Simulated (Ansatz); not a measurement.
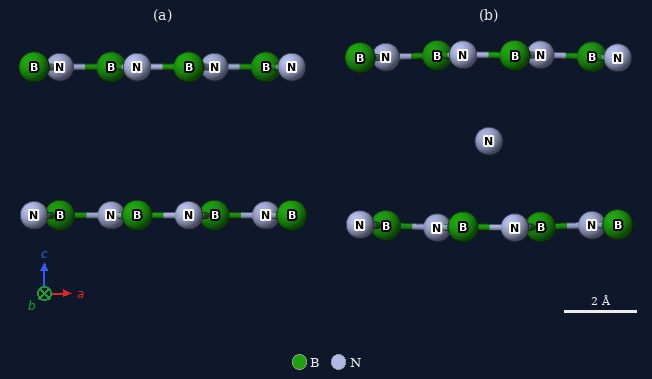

Left: perfect BN. Right: the same region with one point defect, after relaxing the atoms in a supercell of 48 sites. A ball-and-stick model of the atoms within 5.4 Å of one point, in a slice 5.0 Å thick across the line of sight, seen along the b axis.

Theory: DFT PBE, scalar-relativistic, plane waves, PAW (Ansatz). (plane-wave cutoff 420 eV; k-point mesh 2 × 2 × 2; occupations gaussian; smearing width 0.01 eV; collinear spin) The cell is small and the k-mesh coarse, so the numbers are rough. The axes drawn are those of the host's conventional cell.

**What kind of defect was made?**

An extra nitrogen atom is put between the host's atoms (an interstitial).

The charge state of the cell is 0.

**How does the lattice respond?**

The N atom starts with 6 N at 2.54 Å, 6 B at 2.54 Å around its place and ends with 6 B at 2.81 Å, 6 N at 2.83 Å. Of the host's atoms, a nitrogen atom moves furthest from its site, by 0.35 Å. The cell's net moment is 3.00 μB. Relaxing the atoms from the host's sites lowers the energy by 0.47 eV. At a tolerance of 0.02 Å the relaxed supercell has space group P-31m.
